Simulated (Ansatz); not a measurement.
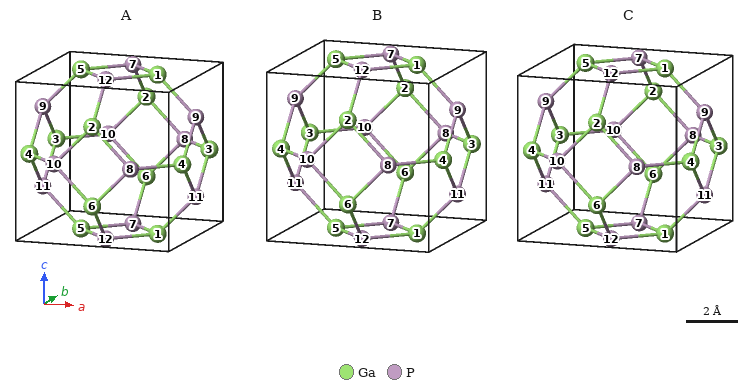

3 geometries from one relaxation of solid GaP (a generated structure, set up in Pm-3n) (coarse preliminary run), in shuffled order. The picture is a ball-and-stick view of the cell of the calculation, seen slightly off an axis.

These are results of DFT PBE, scalar-relativistic, plane waves, PAW (Ansatz), not measurements. Set-up: plane-wave cutoff 420 eV; k-point mesh 4 × 4 × 4; occupations gaussian; smearing width 0.1 eV; no spin polarisation; cell and atoms relaxed; force threshold 0.04 eV/Å; at most 70 steps.

Order the frames from highest to lowest energy.

Answer. A, C, B. They are steps 0, 1, 4, at +167 meV per atom, +21.0 meV per atom relative to the last. After 3 accepted moves (4 points after the start) the energy has fallen by 167 meV per atom. All forces vanish by symmetry, so only the cell relaxes. The pressure goes from 15.01 to 0.08 GPa. The SCF was repeated once at an unchanged geometry on a basis and grid sized afresh for the cell, which shifted the energy by 1.8 meV per atom at most. The atoms keep their places relative to the cell (all moves are under 0.005 Å). The volume changes by +18.9 %, with a = b = c 6.402 → 6.781 Å (+5.9 %). Near-neighbour distances that change, for instance: Ga1–P11 2.263 → 2.398 Å. The space group stays Pm-3n (No. 223).
